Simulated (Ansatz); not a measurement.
Here is a crystal structure:

```
CELL_PARAMETERS angstrom
0.00016 2.83974 2.83969
0.00019 2.84109 -2.84104
-3.95080 2.84024 -0.00066
ATOMIC_POSITIONS crystal
Al 0.00000 0.00000 0.00000
Al 0.25000 0.75001 0.50000
Al 0.49999 0.49999 0.00002
Al 0.75002 0.24999 0.50000
```

Q: What crystal do these data define?

A: The element is aluminium. Strictly the space group is I4/mmm (No. 139, within 0.01 Å). It is a distorted form of a face-centred cubic structure, space group Fm-3m (No. 225) within 0.25 Å: face-centred cubic (Cu type). The cell holds four atoms. Al is linked to twelve Al in a cuboctahedral arrangement at 2.82 to 2.84 Å. The bonds build a three-dimensional framework.

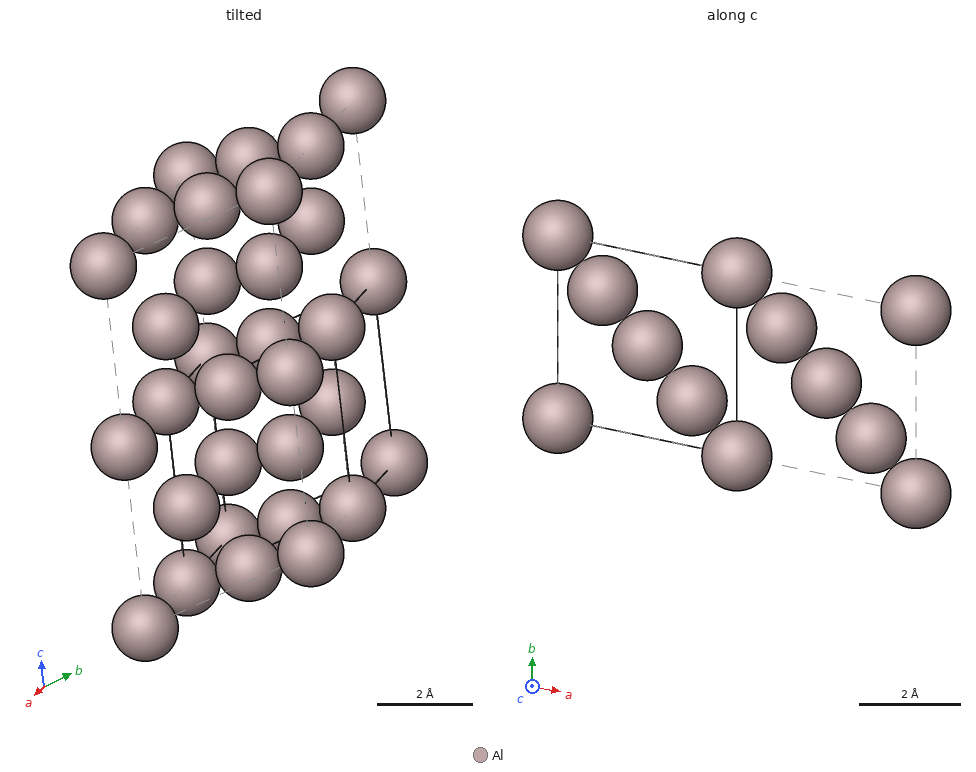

This spheres-only model is shown slightly off an axis and along the c axis. The drawing covers 2×1×2 cells, and the solid lines enclose one unit cell.

Its origin is a structure listed in the Materials Project. Relaxation method: DFT r2SCAN, scalar-relativistic, plane waves, PAW in Ansatz.
